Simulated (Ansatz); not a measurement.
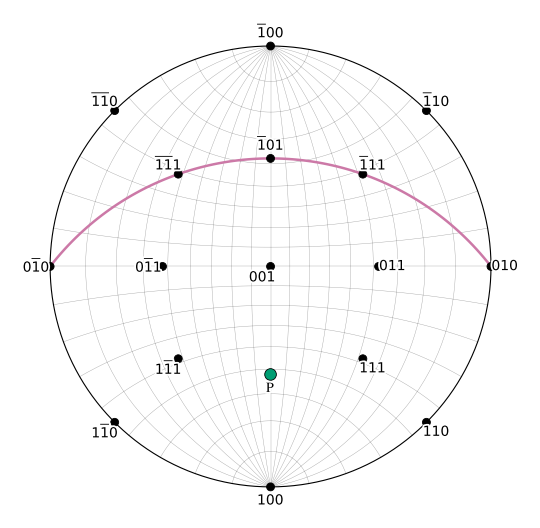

For N, the geometry relaxed at fixed volume with DFT r2SCAN, scalar-relativistic, plane waves, PAW (Ansatz): stereographic projection of plane normals (upper hemisphere) centred on (0 0 1). All values are computed from the atomic coordinates in the standard setting (tolerance 0.002 Å).

a = 4.271 Å, b = 4.271 Å, c = 5.509 Å, α = 90.00°, β = 90.00°, γ = 90.00°.

Index the pole marked P.

P is (1 0 1), 52.2° from the centre.

Which zone does the coloured great circle trace?

The zone [1 0 1]: its poles satisfy h + l = 0.

What is the angle between the normals of (−1 1 0) and (1 0 1), and what are their d_hkl = 1/|g|?

124.0°; d = 3.020 Å and 3.375 Å.
